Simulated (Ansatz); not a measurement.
**What a change does: single-point calculation on MgO**

System: MgO (2 atoms in the cell).
Method of run A: DFT r2SCAN, scalar-relativistic, plane waves, PAW, no spin polarisation (Ansatz 0.2.0).

The structure derives from an entry of the Crystallography Open Database. Text and figures count atoms from 1; the logs count them from 0 in places.

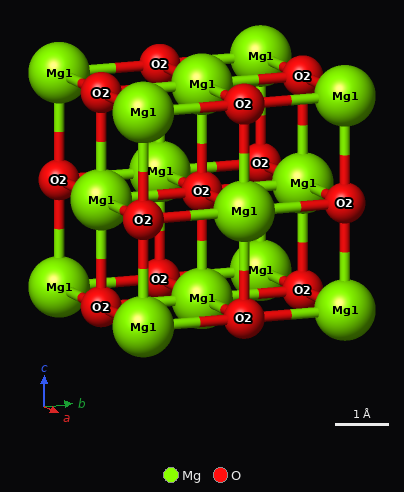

Fig. 1: The structure (ball-and-stick view of the cell 4 times as large as that of the calculation, set on its symmetry axes, seen slightly off an axis; atoms are numbered from 1 in the order of the input). Near neighbours in the crystal (not all of them lie inside the picture): Mg has 6 O at 2.08 Å; O has 6 Mg at 2.08 Å.

### Input file, run A
```yaml
crystal:
  lattice:
    - [0.0, 2.0809329073, 2.0809329073]
    - [2.0809329073, 0.0, 2.0809329073]
    - [2.0809329073, 2.0809329073, 0.0]
  atoms:
    - { symbol: Mg, position: [0.0, 0.0, 0.0] }
    - { symbol: O, position: [0.5, 0.5, 0.5] }
basis:
  ecutwfc: 500
kpoints:
  mp_grid: { grid: [10, 10, 10] }
hamiltonian:
  xc: r2scan
scf:
  occupations: { method: gaussian, width: 0.02 }
output:
  forces: true
  stress: true
  eigenvalues: true
```

Launched with:
```bash
ansatz run input.yaml --threads 1 --pin off --max-ram 2560MiB --backend cpu --events-out ev --progress --plain --runs-dir out
```

Hardware: 1 thread of Arm Neoverse V1, 112 GiB of memory available, shared host.

### Output, shortened to warnings, some set-up lines, iterations and results (run A)
```
Basis set: ecut = 500 eV, 459 PW (Γ), exchange–correlation on 96×96×96 points (64 copies of the dense FFT grid, shifted against one another)
Symmetry: 48 space group operations
k-points: 47 of 1000
Initial density: superposition of atomic densities (neutral atoms: chi_scale 0, normalization atom), corrected by the library's trained network
[...]
SCF iter   1: F=—  HF=-2498.236773 eV  |F-HF|=—  |Δ(HF+E_count)|=         —  Δρ=9.83e-3  dr2=9.46e-3  dr2_τ=7.66e-2  ethr=1.77e-3  ⟨swp⟩=5.9  Hψ=3375  notcnv=0
SCF iter   2: F=—  HF=-2498.325710 eV  |F-HF|=—  |Δ(HF+E_count)|=   8.89e-2  Δρ=4.68e-3  dr2=1.59e-3  dr2_τ=2.12e-4  ethr=5.91e-5  ⟨swp⟩=3.0  Hψ=1664  notcnv=0
SCF iter   3: F=—  HF=-2498.325784 eV  |F-HF|=—  |Δ(HF+E_count)|=   7.41e-5  Δρ=9.87e-4  dr2=6.82e-5  dr2_τ=1.14e-5  ethr=9.96e-6  ⟨swp⟩=3.0  Hψ=1064  notcnv=0
SCF iter   4: F=—  HF=-2498.325783 eV  |F-HF|=—  |Δ(HF+E_count)|=   1.31e-6  Δρ=5.10e-5  dr2=1.67e-7  dr2_τ=7.02e-8  ethr=4.26e-7  ⟨swp⟩=1.4  Hψ=695  notcnv=0
SCF iter   5: F=-2498.325783 eV  HF=-2498.325783 eV  |F-HF|=1.78e-8  |Δ(HF+E_count)|=   3.28e-7  Δρ=1.72e-5  dr2=2.48e-8  dr2_τ=4.19e-9  ethr=1.05e-9  ⟨swp⟩=2.1  Hψ=920  …
SCF iter   6: F=-2498.325783 eV  HF=-2498.325783 eV  |F-HF|=1.97e-8  |Δ(HF+E_count)|=   2.32e-9  Δρ=1.20e-5  dr2=2.27e-8  dr2_τ=1.84e-9  ethr=1.55e-10  ⟨swp⟩=2.0  Hψ=1880  …
SCF 1 converged in 6 iterations: F = -2498.325783 eV  dr2 = 2.27e-8
SCF converged after 6 iterations
Free energy (F): -2498.325783 eV
Harris-Foulkes:  -2498.325783 eV  (|F-HF|=1.97e-8)
Internal energy: -2498.325783 eV  (E = F + TS)
E sigma→0 (E₀):  -2498.325783 eV
Fermi energy:    11.168351 eV
--- Per-component energies (eV) ---
  E_band       = -304.794050
  E_kinetic    = 257.677337
  E_local      = -1582.270377  (includes V_loc(G=0)·N_el)
  E_nonlocal   = 142.599660
  E_hartree    = 548.161523
  E_xc         = -103.595717
  E_vxc        = -149.456975  (∫ρ·V_xc dr)
  E_paw        = -455.923314  (= ΣΔE_a)
  E_vpaw       = -79.288559  (= ΣTr[D̂ρ^β])
  E_aug_tail   = 0.000973  (compensation charges beyond the density's cutoff)
  E_vtau       = 9.619872  (kinetic-family band-sum trace: ∫τ·v_τ [+ j·A + Jᵃ·Aᵃ] dr)
  E_ewald      = -1304.917719
  E_core_change = -0.058149  (= ΣΔE_core)
  E_smearing   = -0.000000  (= −TS)
  E_closure    = -0.000000  (closes the sum)
  Σ components = -2498.325783   (vs F -2498.325783, Δ=0.00e0)
--- Forces (eV/Å), atoms counted from 1 ---
  atom   1  Mg    -0.00000000    -0.00000000    -0.00000000
  atom   2  O      0.00000000    -0.00000000     0.00000000
  max |Σ_I F_I| component: 1.18e-29 eV/Å
--- Stress (GPa, compression-positive) ---
        5.421263      -0.000000       0.000000
       -0.000000       5.421263      -0.000000
        0.000000       0.000000       5.421263
  P = ⅓ Tr σ = 5.4213 GPa (54.213 kbar)
```

The input of run B differs as follows (lines with − go, lines with + come):
```diff
-    - [0.0, 2.0809329073, 2.0809329073]
-    - [2.0809329073, 0.0, 2.0809329073]
-    - [2.0809329073, 2.0809329073, 0.0]
+    - [0.0, 2.0592549464, 2.0592549464]
+    - [2.0592549464, 0.0, 2.0592549464]
+    - [2.0592549464, 2.0592549464, 0.0]
```

What does this change do to the results?

With the same functional and potentials, run B lies 14.8 meV per atom higher. The gap on the mesh goes from 6.00 to 6.34 eV. The pressure goes from 5.42 to 11.72 GPa. The volume per atom goes from 9.01 to 8.73 Å³. The cell is scaled evenly with the atoms at fixed fractional positions, so −ΔP/Δ ln V estimates the bulk modulus midway between the two volumes: about 200 GPa. The number of SCF iterations is the same.

### Output, shortened to warnings, some set-up lines, iterations and results (run B)
```
Basis set: ecut = 500 eV, 459 PW (Γ), exchange–correlation on 96×96×96 points (64 copies of the dense FFT grid, shifted against one another)
Symmetry: 48 space group operations
k-points: 47 of 1000
Initial density: superposition of atomic densities (neutral atoms: chi_scale 0, normalization atom), corrected by the library's trained network
[...]
SCF iter   1: F=—  HF=-2498.202962 eV  |F-HF|=—  |Δ(HF+E_count)|=         —  Δρ=9.81e-3  dr2=8.40e-3  dr2_τ=8.20e-2  ethr=1.77e-3  ⟨swp⟩=5.9  Hψ=3383  notcnv=0
SCF iter   2: F=—  HF=-2498.296158 eV  |F-HF|=—  |Δ(HF+E_count)|=   9.32e-2  Δρ=4.58e-3  dr2=1.62e-3  dr2_τ=1.75e-4  ethr=5.25e-5  ⟨swp⟩=3.0  Hψ=1670  notcnv=0
SCF iter   3: F=—  HF=-2498.296256 eV  |F-HF|=—  |Δ(HF+E_count)|=   9.75e-5  Δρ=1.18e-3  dr2=7.53e-5  dr2_τ=1.20e-5  ethr=1.01e-5  ⟨swp⟩=3.0  Hψ=1128  notcnv=0
SCF iter   4: F=—  HF=-2498.296260 eV  |F-HF|=—  |Δ(HF+E_count)|=   3.82e-6  Δρ=5.15e-4  dr2=3.89e-5  dr2_τ=4.81e-6  ethr=4.71e-7  ⟨swp⟩=2.1  Hψ=855  notcnv=0
SCF iter   5: F=-2498.296248 eV  HF=-2498.296248 eV  |F-HF|=1.17e-7  |Δ(HF+E_count)|=   1.21e-5  Δρ=3.41e-5  dr2=5.38e-8  dr2_τ=2.82e-8  ethr=2.43e-7  ⟨swp⟩=2.0  Hψ=724  …
SCF iter   6: F=-2498.296248 eV  HF=-2498.296248 eV  |F-HF|=3.20e-9  |Δ(HF+E_count)|=   1.13e-7  Δρ=1.19e-5  dr2=6.28e-9  dr2_τ=1.74e-9  ethr=3.36e-10  ⟨swp⟩=2.2  Hψ=1973  …
SCF 1 converged in 6 iterations: F = -2498.296248 eV  dr2 = 6.28e-9
SCF converged after 6 iterations
Free energy (F): -2498.296248 eV
Harris-Foulkes:  -2498.296248 eV  (|F-HF|=3.20e-9)
Internal energy: -2498.296248 eV  (E = F + TS)
E sigma→0 (E₀):  -2498.296248 eV
Fermi energy:    11.744655 eV
--- Per-component energies (eV) ---
  E_band       = -297.989353
  E_kinetic    = 258.673077
  E_local      = -1562.281352  (includes V_loc(G=0)·N_el)
  E_nonlocal   = 142.671144
  E_hartree    = 541.122407
  E_xc         = -103.913617
  E_vxc        = -149.865729  (∫ρ·V_xc dr)
  E_paw        = -455.856133  (= ΣΔE_a)
  E_vpaw       = -79.035578  (= ΣTr[D̂ρ^β])
  E_aug_tail   = 0.001080  (compensation charges beyond the density's cutoff)
  E_vtau       = 9.603245  (kinetic-family band-sum trace: ∫τ·v_τ [+ j·A + Jᵃ·Aᵃ] dr)
  E_ewald      = -1318.654705
  E_core_change = -0.058149  (= ΣΔE_core)
  E_smearing   = -0.000000  (= −TS)
  E_closure    = 0.000000  (closes the sum)
  Σ components = -2498.296248   (vs F -2498.296248, Δ=0.00e0)
--- Forces (eV/Å), atoms counted from 1 ---
  atom   1  Mg    -0.00000000    -0.00000000     0.00000000
  atom   2  O      0.00000000    -0.00000000     0.00000000
  max |Σ_I F_I| component: 1.64e-29 eV/Å
--- Stress (GPa, compression-positive) ---
       11.723395       0.000000       0.000000
        0.000000      11.723395      -0.000000
        0.000000       0.000000      11.723395
  P = ⅓ Tr σ = 11.7234 GPa (117.234 kbar)
```

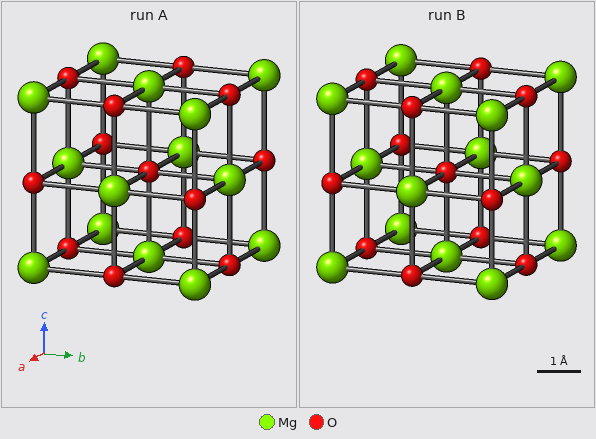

Fig. 2: The two input geometries at one scale (ball-and-stick view of the cell 4 times as large as that of the calculation, set on its symmetry axes, seen slightly off an axis). The atoms keep their places relative to the cell (all moves are under 0.005 Å). Cell: a = b = c 4.162 → 4.119 Å (−1.0 %). Volume −3.1 %. Among the contacts that change: Mg–O 2.081 → 2.059 Å.

### The two runs side by side

| quantity | run A | run B |
| --- | --- | --- |
| outcome | converged | converged |
| free energy per atom (eV) | −1249.1629 | −1249.1481 |
| gap on the mesh (eV) | 6.00 | 6.34 |
| pressure (GPa) | 5.42 | 11.72 |
| volume per atom (Å³) | 9.01 | 8.73 |
| largest force (eV/Å) | 0.000 | 0.000 |
| SCF iterations | 6 | 6 |
| irreducible k-points | 47 | 47 |
| plane waves at Γ | 459 | 459 |
| wall time (shared host) | 2.1 s | 2.1 s |

For run A: The cell is under a pressure of 5.4 GPa at this level, so it is not at its equilibrium volume. For run B: The cell is under a pressure of 11.7 GPa at this level, so it is not at its equilibrium volume.
